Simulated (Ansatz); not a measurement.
CdS: Wannier-function calculation

CdS (P6₃/mmc, 4 atoms in the cell), computed with DFT, PBE, plane waves, PAW, no spin polarisation (Ansatz 0.2.0).

The structure was built on a prototype by a generator. The geometry comes from this level: r2SCAN. It belongs to a series of runs on one base structure; here: no frozen window. Figures and captions count atoms from 1; the log counts them from 0 in places.

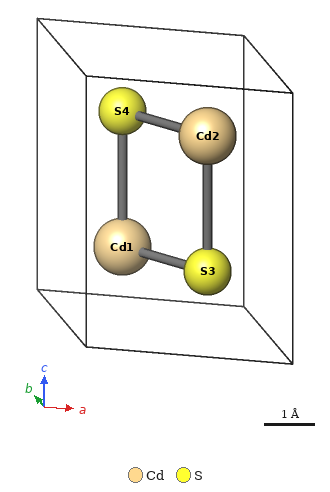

Figure 1. The input geometry (ball-and-stick view of the cell of the calculation, seen slightly off an axis; atoms are numbered from 1 in the order of the input). Near neighbours in the crystal (not all of them lie inside the picture): Cd has 5 S at 2.55 to 2.87 Å; S has 5 Cd at 2.55 to 2.87 Å.

## Summary

```tsv
quantity	value
outcome	converged
space group (tolerance 0.01 Å)	P6₃/mmc (194)
electrons treated	52
free energy	−18315.2888 eV
total spread of the Wannier functions	12.580 Å²
Fermi energy	7.314 eV
gap on the k-point mesh	1.00 eV
hardware	4 threads of AMD EPYC (Zen 3), 189 GiB of memory available, shared host
wall time	74 s (CPU time 1.7 min)
peak memory	0.6 GiB
```

Settings chosen away from the usual ones: no frozen window.

## The input
```yaml
crystal:
  lattice:
    - [4.4085296404, 0.0, 0.0]
    - [-2.2042648202, 3.817898662, 0.0]
    - [0.0, 0.0, 5.7481181855]
  atoms:
    - { symbol: Cd, position: [0.3333333333, 0.6666666667, 0.25] }
    - { symbol: Cd, position: [0.6666666667, 0.3333333333, 0.75] }
    - { symbol: S, position: [0.6666666667, 0.3333333333, 0.25] }
    - { symbol: S, position: [0.3333333333, 0.6666666667, 0.75] }
kpoints:
  mp_grid: { grid: [6, 6, 4] }
  band_path:
    path:
      - [[0.0, 0.0, 0.0], [0.5, 4.173064591008e-17, 0.0], [0.3333333333333, 0.3333333333333, 0.0], [0.0, 0.0, 0.0], [0.0, 0.0, 0.5], [0.5, 4.173064591008e-17, 0.5], [0.3333333333333, 0.3333333333333, 0.5], [0.0, 0.0, 0.5]]
      - [[0.5, 4.173064591008e-17, 0.5], [0.5, 4.173064591008e-17, 0.0]]
      - [[0.3333333333333, 0.3333333333333, 0.5], [0.3333333333333, 0.3333333333333, 0.0]]
    npoints: 10
hamiltonian:
  xc: pbe
scf:
  occupations: { method: fixed }
  n_extra_bands: 16
output:
  forces: false
  stress: false
  eigenvalues: true
  wannier:
    kmesh: [6, 6, 4]
    projections: [{ species: Cd, l: d, shell: 4 }, { species: S, l: p, shell: 3 }]
    minimise: true
    write_hr: true
    conv_tol: 1.0e-08
    max_iter: 1000
    disentanglement: { window: [-14.11, 22.64] }
```

## File wannier.win
```
! ansatz wannier90 interface
! projections by site (counted from 0) and shell: 0 4D, 1 4D, 2 3P, 3 3P
! states of the run's bands (counted from 1): 1-45
num_bands = 45
num_wann  = 16
num_iter  = 2000
conv_tol = 1e-8
conv_window = 5
dis_win_min = -14.11
dis_win_max = 22.64
dis_num_iter = 10000
guiding_centres = true
write_hr = true

begin unit_cell_cart
Ang
        4.408529640444412                      0.0                      0.0
       -2.204264820222206       3.8178986619615385                      0.0
                      0.0                      0.0             5.7481181855
end unit_cell_cart

begin atoms_frac
Cd        0.3333333333333333       0.6666666666666666                     0.25
Cd        0.6666666666666666       0.3333333333333333                     0.75
S         0.6666666666666666       0.3333333333333333                     0.25
S         0.3333333333333333       0.6666666666666666                     0.75
end atoms_frac

mp_grid = 6 6 4
```

Launch command:
```bash
ansatz run input.yaml --threads 4 --pin off --max-ram 3686MiB --backend cpu --events-out ev --progress --plain --runs-dir out
```

## What the program printed
```
scf.n_extra_bands = 16 over 26 filled bands (N_el = 52.0): the run solves 42 bands
Engine: ansatz 0.2.0, x86_64-unknown-linux-gnu
Pseudopotentials: kind: paw
Pseudopotential: Cd, paw, valence charge 20, recommended cutoff 420 eV (normal), Cd.paw.azcp
Pseudopotential: S, paw, valence charge 6, recommended cutoff 420 eV (normal), S.paw.azcp
Functional definition: PBE
  parameter kappa = 0.804
  parameter beta = 0.06672455060314922
  exchange = pbe_x(kappa = kappa, mu = beta*pi^2/3)
  correlation = pbe_c(beta = beta)
Crystal: 4 atoms, lattice volume = 96.748 Å³
Basis set: ecut = 420 eV, 1885 PW (Γ)
Bands: 42, of which v1, the nominal top of the filled ones, is band 26 counted from 1 (25 counted from 0)
Symmetry: 24 space group operations
Space group: P63/mmc (ITA 194), of the structure as read, at distance tolerance 4.6e-5 Å
k-points: 21 of 144
Non-local potential: Cd, projectors of the file, l = 0: 3, l = 1: 2, l = 2: 2, l = 3: 1
Non-local potential: S, projectors of the file, l = 0: 2, l = 1: 2, l = 2: 2
PAW form: soft (Blöchl's): semilocal exchange-correlation on the pseudo side does not see the compensation charge
PAW one-centre angular grid: Cd, 590 points (default); XC on 64 Gauss nodes
PAW one-centre angular grid: S, 110 points (default); XC on 64 Gauss nodes
Initial density: superposition of atomic densities (neutral atoms: chi_scale 0, normalization atom), corrected by the library's trained network
Initial wavefunctions: pseudopotential atomic-orbital guess
Functional: x = pbe(κ = 0.804, μ = 0.2195149727645171), c = pbe(β = 0.06672455060314922)
SCF iter   1: F=—  HF=-18315.287252 eV  |F-HF|=—  |Δ(HF+E_count)|=         —  Δρ=8.41e-4  dr2=9.11e-4  ethr=1.77e-3  ⟨swp⟩=5.0  Hψ=2916  notcnv=0  defer=292
preconditioner: auto → Resta (q_TF=auto, 2.460 Å⁻¹)  ε∞=3.1  [insulator: Δε(μ)=1.010 eV  Ē_g=15.472 eV  n_scr=22 (ndim 8)  ℏωp=22.7 eV  f_vac=0.132  ε∞_Penn≈3.1]
SCF iter   2: F=—  HF=-18315.288540 eV  |F-HF|=—  |Δ(HF+E_count)|=   1.29e-3  Δρ=3.65e-4  dr2=5.85e-5  ethr=1.75e-6  ⟨swp⟩=2.1  Hψ=1474  notcnv=0  defer=294
SCF iter   3: F=—  HF=-18315.288719 eV  |F-HF|=—  |Δ(HF+E_count)|=   1.80e-4  Δρ=2.00e-4  dr2=1.73e-5  ethr=1.13e-7  ⟨swp⟩=2.5  Hψ=1096  notcnv=0  defer=291
SCF iter   4: F=—  HF=-18315.288792 eV  |F-HF|=—  |Δ(HF+E_count)|=   7.21e-5  Δρ=2.28e-5  dr2=5.01e-7  ethr=3.33e-8  ⟨swp⟩=2.0  Hψ=1116  notcnv=0  defer=294
iter 5 did not close the SCF: its close was put off for the readings that it lacked (scf_convergence_deferred on its scf_iter line)
SCF iter   5: F=-18315.288793 eV  HF=-18315.288792 eV  |F-HF|=6.13e-8  |Δ(HF+E_count)|=   9.63e-7  Δρ=9.88e-6  dr2=9.86e-8  ethr=9.64e-10  ⟨swp⟩=2.0  Hψ=1092  notcnv=0  defer=294
SCF iter   6: F=-18315.288793 eV  HF=-18315.288793 eV  |F-HF|=7.72e-9  |Δ(HF+E_count)|=   8.22e-8  Δρ=2.92e-6  dr2=6.46e-9  ethr=1.90e-10  ⟨swp⟩=8.9  Hψ=4735  notcnv=0
SCF 1 converged in 6 iterations: F = -18315.288793 eV  dr2 = 6.46e-9
  greatest PAW one-centre occupation: 1.000 electrons in one spin orbital (limit 2), on the Cd atom at site 1 (counted from 0), in its partial waves of l = 0
```

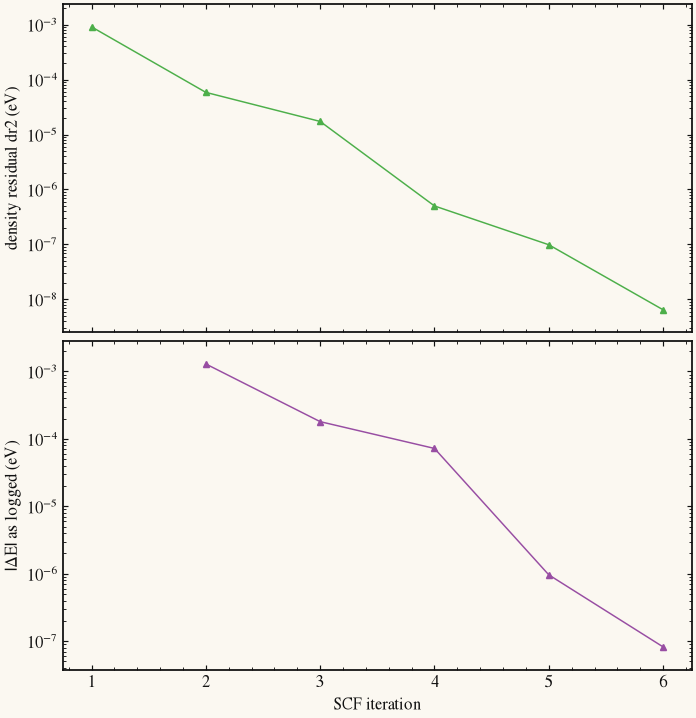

Figure 2. Convergence of the self-consistent field: density residual dr2 and size of the energy change against the SCF iteration. The residual falls at every step.

```
NSCF: frozen V_eff on 93 k-points
NSCF: frozen V_eff on 25 k-points
the Wannier pass solved 25 of the 144 points of its mesh, and has the states at the others by symmetry: states obtained by the crystal's operations at points that were solved too leave a residual of 5.17e-13 eV (read by the count's bands and the next), within 5.56e-6 eV
NSCF: frozen V_eff on 25 k-points
the Wannier pass solved 25 of the 144 points of its mesh, and has the states at the others by symmetry: states obtained by the crystal's operations at points that were solved too leave a residual of 5.86e-13 eV (read by the count's bands and the next), within 5.56e-6 eV
SCF converged after 6 iterations
Free energy (F): -18315.288793 eV
Harris-Foulkes:  -18315.288793 eV  (|F-HF|=7.72e-9)
Internal energy: -18315.288793 eV  (E = F + TS)
E sigma→0 (E₀):  -18315.288793 eV
Fermi energy:    7.314373 eV
--- Per-component energies (eV) ---
  E_band       = -996.553863
  E_kinetic    = 1223.075643
  E_local      = -7948.761155  (includes V_loc(G=0)·N_el)
  E_nonlocal   = 125.231621
  E_hartree    = 3656.794162
  E_xc         = -547.293452
  E_vxc        = -617.567107  (∫ρ·V_xc dr)
  E_paw        = -9368.452601  (= ΣΔE_a)
  E_vpaw       = -1092.125163  (= ΣTr[D̂ρ^β])
  E_aug_tail   = 0.000031  (compensation charges beyond the density's cutoff)
  E_ewald      = -5455.883040
  E_smearing   = -0.000000  (= −TS)
  E_closure    = -0.000000  (closes the sum)
  Σ components = -18315.288793   (vs F -18315.288793, Δ=0.00e0)
--- Band table (eV; the first three rows and the last of 21) ---
  k-point 0: bands = ["-94.1257", "-94.1256", "-55.2026", "-55.2026", "-55.2021", "-55.2021", "-55.1940", "-55.1926", "-5.1054", "-4.4113", "-0.4840", "-0.4840", "-0.4712", "-0.4712", "-0.1349", "-0.1349", "-0.1102", "0.0711", "0.0711", "0.7195", "3.6086", "6.0916", "6.0916", "6.9610", "7.0396", "7.0396", "8.3144", "8.3960", "12.9764", "12.9764", "14.4100", "14.4100", "16.2414", "16.4266", "16.5563", "16.5563", "17.9967", "18.1076", "18.1076", "19.4377", "20.0061", "22.4467"]
  k-point 1: bands = ["-94.1257", "-94.1257", "-55.2025", "-55.2025", "-55.2022", "-55.2022", "-55.1938", "-55.1928", "-4.9800", "-4.4787", "-0.4988", "-0.4988", "-0.4952", "-0.4952", "-0.1531", "-0.0843", "-0.0843", "0.0557", "0.0557", "0.3081", "4.2035", "6.0972", "6.2443", "6.2443", "6.9224", "6.9224", "8.8867", "9.6103", "12.8881", "12.8881", "13.8285", "13.8285", "15.1024", "15.1851", "16.9385", "17.2963", "17.2963", "18.9781", "18.9781", "19.4662", "22.0072", "22.3254"]
  k-point 2: bands = ["-94.1257", "-94.1257", "-55.2023", "-55.2023", "-55.2023", "-55.2023", "-55.1933", "-55.1933", "-4.7003", "-4.7003", "-0.5142", "-0.5142", "-0.5142", "-0.5142", "-0.1069", "-0.1069", "0.0011", "0.0011", "0.0011", "0.0011", "5.1299", "5.1299", "6.6003", "6.6003", "6.6003", "6.6003", "10.2102", "10.2102", "13.0936", "13.0936", "13.0936", "13.0936", "13.7228", "13.7228", "17.9394", "17.9394", "18.8461", "18.8461", "18.8461", "18.8461", "22.5516", "22.5516"]
  k-point 20: bands = ["-94.1257", "-94.1257", "-55.2025", "-55.2025", "-55.2024", "-55.2024", "-55.1933", "-55.1933", "-4.3968", "-4.3968", "-0.3641", "-0.3641", "-0.2321", "-0.2321", "-0.1298", "-0.1298", "-0.0749", "-0.0749", "0.3208", "0.3208", "3.0057", "3.0057", "4.6250", "4.6250", "7.3144", "7.3144", "12.1488", "12.1488", "12.9659", "12.9659", "14.0456", "14.0456", "15.0892", "15.0892", "17.1679", "17.1679", "20.0619", "20.0619", "20.5835", "20.5835", "22.0560", "22.0560"]
Wannier search: line search 1 of at most 1000: gauge-dependent spread (as the search counts it) 0.0260650 Å², largest recent change 2.4e-2 Å² and fall left 3.6e-7 Å² against conv_tol 1.0e-8 Å², 0 stops escaped
WARN: [file] 696 periodic images of 576 elements of H(R) lie 4.88e-4 to 1.95e-3 Å beyond their element's nearest image, near the 9.77e-4 Å window within which an element is shared among its images; whether they share it moves the interpolated H(k) by 1.3e-3 eV (Frobenius norm, root mean square over the Brillouin zone); at the model's own mesh points H(k) does not change
```

## File wannier.spreads.toml
```
omega_i_ang2 = 12.553756461741159
omega_d_ang2 = 0.00021940370073310044
omega_od_ang2 = 0.025841543855260253
omega_total_ang2 = 12.579817409297153
least_projectability = 0.8834270902172997
b_vectors_match_mmn = true
n_iter = 8
converged = true
rejected_fitted_steps = 0
dis_converged = true
dis_n_iter = 660
dis_n_moved = 0

[[wannier]]
r = [2.2042648203541084, 1.2786283359619657, 4.311088639101145]
spread = 0.5247020637758553

[[wannier]]
r = [-0.0000000000920771116908694, 2.539270325917072, 1.4370295463505691]
spread = 0.5247020638811843

[[wannier]]
r = [-0.00000000009071738509624605, 2.5511069177290717, 1.4370295463549054]
spread = 0.5247147663869001

[[wannier]]
r = [2.204264820349499, 1.2667917441481669, 4.31108863911586]
spread = 0.5247147665024592

[[wannier]]
r = [-0.00000000000845590848149553, 2.544886593047352, 1.4370295462865033]
spread = 0.5255677547732329

[[wannier]]
r = [2.2042648202205957, 1.2730120689721547, 4.3110886390406735]
spread = 0.5255677547784074

[[wannier]]
r = [0.0000000000030348284708579325, 2.5456438610659715, 1.4370295462915428]
spread = 0.5255677561010046

[[wannier]]
r = [2.2042648202230994, 1.2722548009134995, 4.311088639031374]
spread = 0.525567756102344

[[wannier]]
r = [-0.00000000008443578204431909, 2.5454212788765873, 1.4370295468142633]
spread = 0.5306027544113778

[[wannier]]
r = [2.2042648203463875, 1.2724773830038993, 4.311088639595577]
spread = 0.5306027544273348

[[wannier]]
r = [0.0000001805452772394891, 2.5852589647741446, 4.31108865126156]
spread = 1.2182652456502865

[[wannier]]
r = [2.2042646911248074, 1.2326396880705632, 1.437029559426165]
spread = 1.2182652463385537

[[wannier]]
r = [0.000000010731621262150905, 2.5049085031498732, 4.311088651256918]
spread = 1.218265552829756

[[wannier]]
r = [2.20426481254516, 1.3129900071260736, 1.437029559434076]
spread = 1.2182655631552066

[[wannier]]
r = [2.2042648121159045, 1.272632964137701, 1.4370297505409653]
spread = 1.2222228050798574

[[wannier]]
r = [0.000000011320558743197374, 2.5452656883549465, 4.311088828951898]
spread = 1.2222228051024793

[[curvature_check]]
after_line_search = 8
omega_tilde_before_ang2 = 0.026060947555993353
krylov_steps = 59
lowest_ritz_value_ang2 = -2.539653235910265e-7
residual_ang2 = 3.197474009220214e-20
settled = true
first_negative_step = 6
curvature_along_ang2 = -2.539090690277947e-7
angle_rad = 0.0
omega_tilde_lowest_ang2 = 0.026060947555993353
outcome = "no-descent"
```

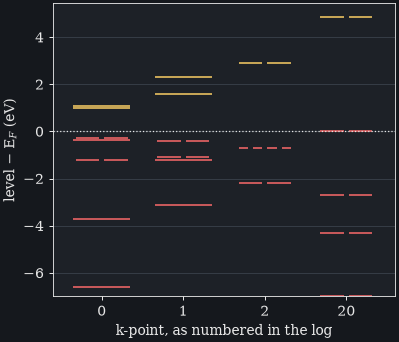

Figure 3. Kohn–Sham levels near the Fermi level (dotted) at the few k-points that the log prints; levels within 0.02 eV of each other stand side by side. Among these points the highest filled and lowest empty levels are 1.00 eV apart, which is the gap on the mesh.
